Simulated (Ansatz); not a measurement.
System: As, space group Fd-3m (No. 227) (one of a set of cubic test structures, which need not be the stable phase).

One of the inputs:
```
crystal:
  lattice:
    - [0.0, 3.035642518281, 3.035642518281]
    - [3.035642518281, 0.0, 3.035642518281]
    - [3.035642518281, 3.035642518281, 0.0]
  atoms:
    - { symbol: As, position: [0, 0, 0] }
    - { symbol: As, position: [0.25, 0.25, 0.25] }
kpoints:
  mp_grid: { grid: [10, 10, 10] }
hamiltonian:
  xc: r2scan
  pseudopotentials: { kind: paw, source: ansatz }
scf:
  occupations: { method: fermi_dirac, width: 0.1 }
  convergence: { dr2_threshold: "1e-9 eV" }
  max_iter: 300
output:
  forces: true
  stress: true
basis:
  xc_grid: 2
```

Command:
```bash
ansatz run input.yaml --threads 1
```

How it was computed, with Ansatz 0.2.0 development build: equation of state of a cubic crystal from periodic Kohn-Sham density functional theory without spin, third-order Birch-Murnaghan fit to the free energies; pressure corrected for the finite basis. Level: r2SCAN.

structure type diamond; atoms in cell 2; space group number 227; lattice centring face-centred primitive; k mesh 10×10×10; occupation method Fermi–Dirac; occupation width 0.1 eV; wave cutoff 550 eV; datasets hand-made PAW; density tolerance 1e−09 eV; bands 19; density cutoff ratio 4; search for lower states default; xc grid level 2.

What does the calculation give for the energy above the lowest point and pressure against volume? The volume takes the values 26.26, 27.12, 27.97, 28.83, 29.69 Å³/atom.

A third-order Birch–Murnaghan fit gives V0 = 27.84 Å³/atom, B0 = 50 GPa and B′ = 3.6. The energy above the lowest point is 15.1 meV/atom at volume 26.26 Å³/atom and 17.3 meV/atom at 29.69 Å³/atom; the lowest computed point is at volume 27.97 Å³/atom (0.0 meV/atom), and no other minimum shows. The pressure falls from 3.231 GPa at volume 26.26 Å³/atom to −2.863 GPa at 29.69 Å³/atom, and changes sign near 27.85 Å³/atom.

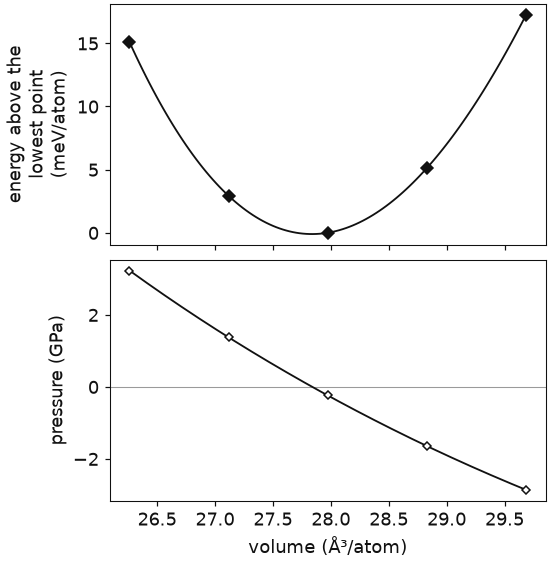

Limits of the calculation: cubic model structure, not the ambient form.
